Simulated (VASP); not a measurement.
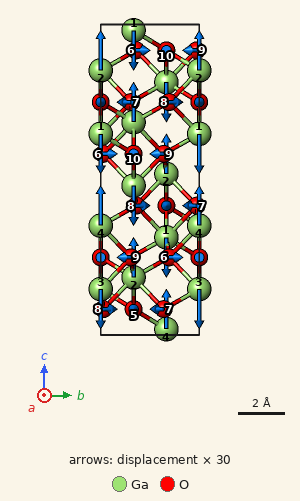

This is a relaxation of crystalline Ga$_{2}$O$_{3}$ (set up in R-3c). The starting structure is drawn; blue arrows show the displacements (the part carried along by the change of the cell is left out), magnified 30 times.

A ball-and-stick model of the conventional cell (3 times the calculation's cell), seen along the a axis. Lengths and directions refer to the drawn axes.

The run lets cell and atoms move.

All numbers below come from VASP 6.6.1, Kohn-Sham DFT of a periodic cell, LDA, VASP PAW LDA potentials, recommended.

Input
```
SYSTEM = Ga2O3
ALGO = Normal
EDIFF = 1E-7
EDIFFG = -0.01
ENCUT = 300
IBRION = 2
ISIF = 3
ISMEAR = 0
KPAR = 4
LASPH = .True.
LCHARG = .False.
LREAL = .False.
LWAVE = .False.
NELM = 80
NSW = 40
PREC = Accurate
SIGMA = 0.02
```

Run as
```bash
cat potpaw_LDA.64/Ga_d/POTCAR potpaw_LDA.64/O/POTCAR > POTCAR
mpirun -np 4 vasp_std > vasp.out
```

> Atoms of which element are displaced furthest, and by how much?

Gallium: up to 0.059 Å, against 0.024 Å for oxygen.

> What happened in the run?

After 12 geometry steps the energy has fallen by 210 meV per atom. Largest force component: 0.46 eV/Å at the start, 0.0052 eV/Å at the end. The pressure goes from −50.94 to −0.03 GPa. The largest moves relative to the cell, 0.059 Å, are those of Ga1, Ga2, Ga3 and Ga4. Ga3 goes along −c. By element the largest moves are Ga 0.059 Å, O 0.024 Å. Cell: a = b 4.974 → 4.802 Å (−3.5 %), c 13.577 → 12.805 Å (−5.7 %). Volume −12.1 %. Near-neighbour distances that change, for instance: Ga1–O10 1.939 → 1.850 Å, Ga1–O5 2.059 → 1.989 Å. Among the angles between lasting bonds that change: O5–Ga4–O9 164.2° → 160.8°, O5–Ga4–O7 101.1° → 104.0°, Ga1–O6–Ga2 120.4° → 117.8°. The space group stays R-3c (No. 167). At step 1 the optimiser overshot: the energy rose above the start, and later steps came back. The volume changes by over a tenth within one run on a fixed set of plane waves, so the end point should be relaxed again from the new cell.
